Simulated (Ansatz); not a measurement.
Given this structure:

```
CELL_PARAMETERS angstrom
4.91260 0.00000 0.00000
0.00000 9.61768 0.00000
0.00000 0.00000 5.26410
ATOMIC_POSITIONS crystal
Ta 0.75279 0.86904 0.33340
Ta 0.75279 0.39504 0.83340
Ta 0.75279 0.55298 0.33320
Ta 0.75279 0.07897 0.83320
Ta 0.75279 0.71091 0.83340
Ta 0.75279 0.23691 0.33340
Ta 0.24721 0.71091 0.16660
Ta 0.24721 0.23691 0.66660
Ta 0.24721 0.55298 0.66680
Ta 0.24721 0.07897 0.16680
Ta 0.24721 0.86904 0.66660
Ta 0.24721 0.39504 0.16660
N 0.50000 0.86898 0.00000
N 0.50000 0.39497 0.50000
N 0.50000 0.71098 0.50000
N 0.50000 0.23697 0.00000
N 0.00000 0.07897 0.50000
N 0.00000 0.55298 0.00000
```

Question: What crystal do these data define?

Answer: The structure is one of Ta2N. The structure has P2 (No. 3) symmetry and a primitive monoclinic lattice. One cell contains 12 Ta, 6 N, 18 atoms in all. Each N atom is coordinated by six Ta in a distorted octahedral arrangement at 2.13 to 2.53 Å. Not all metal-metal contacts are counted. Taking every contact within bonding distance, one finds Ta 10 to 15 (mean 13.0). Not all metal-metal contacts are counted. The bonds build a three-dimensional framework.

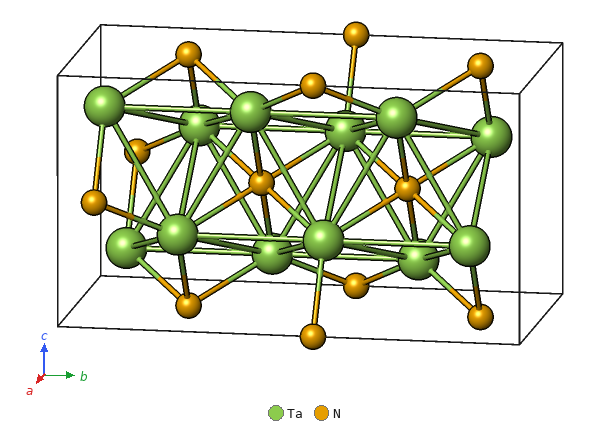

Ball-and-stick drawing of the structure, looking slightly off an axis. The edges of the conventional unit cell are marked.

The structure was taken from a structure listed in the Materials Project. The cell was then strained or its atoms displaced on purpose. It was run through Ansatz as a DFT input.

At this level of theory the run's own cell isn't at rest (stretched, at -9 GPa and forces up to 1.9 eV/Å), so its distances can differ from those at equilibrium, the more so the softer the solid.
